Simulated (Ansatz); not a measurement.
**Cu: density, localisation and related maps**

Input file:

```
crystal:
  lattice:
    - [1.21846369, -3.9763780104, 0.0]
    - [1.21846369, 3.9763780104, 0.0]
    - [0.0, 0.0, 2.4754955235]
  atoms:
    - { symbol: Cu, position: [0.13386665, 0.86613335, 0.25], spin: 0.6 }
    - { symbol: Cu, position: [0.86613335, 0.13386665, 0.75], spin: 0.6 }
magnetization:
  spin_polarized: true
  initial_magnetization: 1.2
  spin_locking: { lock_magnetization: hard }
kpoints:
  mp_grid: { grid: [14, 14, 13] }
scf:
  occupations: { method: fermi_dirac, width: 0.05 }
  lower_state_search: "off"
hamiltonian:
  xc: pbe
  pseudopotentials: { kind: paw }
output:
  forces: true
  stress: true
  eigenvalues: true
  write_density: true
  write_potential: true
  elf: true
  volumetric_format: npy
```

Run with:

```sh
ansatz run input.yaml --threads 1 --pin off --max-ram 3072MiB --backend cpu --events-out ev --progress --plain --runs-dir out
```

Below, planes, directions and counts refer to the conventional cell (a = 2.44 Å, b = 7.95 Å, c = 2.48 Å, α = 90.00°, β = 90.00°, γ = 90.00°).

Space group Cmcm; a structure from a database of computed crystals, not necessarily the ambient phase; computed pressure about 12 GPa in this cell; spin-polarised.

Level of theory: DFT, PBE, PAW with Ansatz's default frozen-core files, scalar-relativistic in Ansatz 0.2.0.

In a PAW calculation such maps are meaningful between the atoms, not at the nuclei.

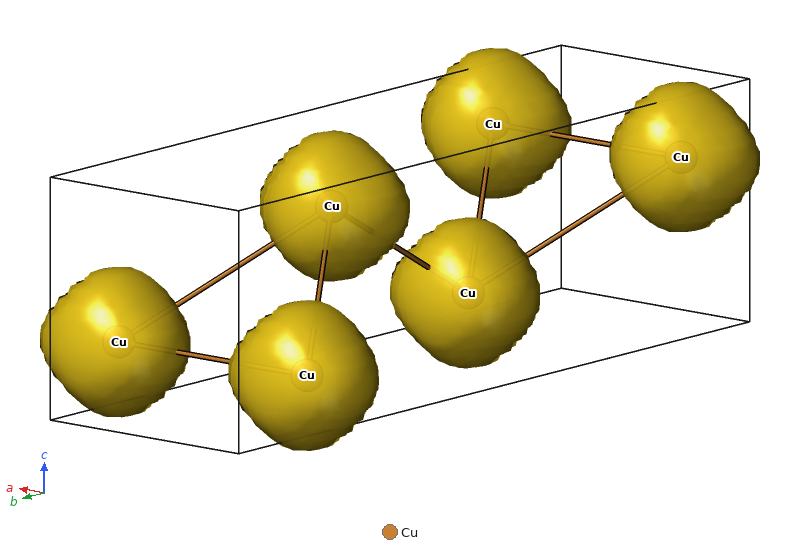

Figure 1. Isosurfaces of the magnetisation density (up minus down) at +0.05 (yellow) and −0.05 e/Å³ (cyan), seen at an oblique angle. Sticks mark near contacts.

Question: Describe the spin distribution.

Answer: The spin density sits on Cu: +0.4 μB (×4) in one cell of 4 atoms: parallel moments (a ferromagnetic arrangement) in this solution. The cell of the calculation (2 atoms) carries 1.2 μB of net spin moment. Only one sign reaches the isovalue.

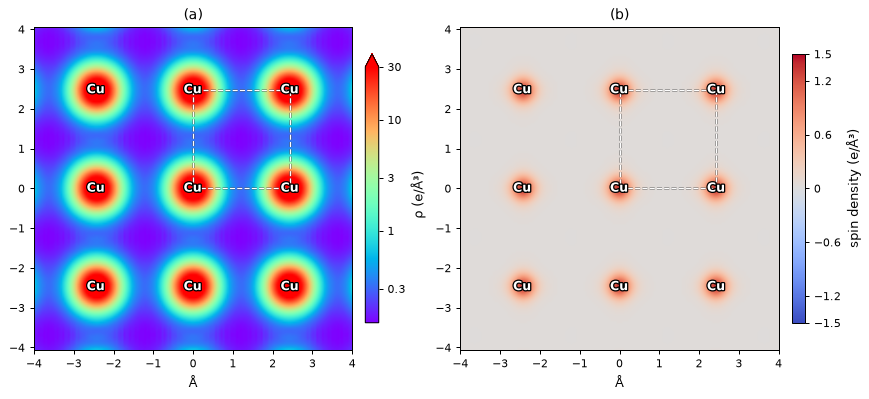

Figure 2. (a) valence pseudo-density; (b) spin density on the (010) plane of the conventional cell.

Question: What does the map show?

Answer: The plane passes through Cu nuclei. Cu–Cu (2.44 Å): ρ at the midpoint is about 0.31 e/Å³. Between the atoms the lowest density in this plane is 0.15 e/Å³.

Question: Metal or insulator at this level of theory?

Answer: It is gapless in this calculation (a metal or semimetal).
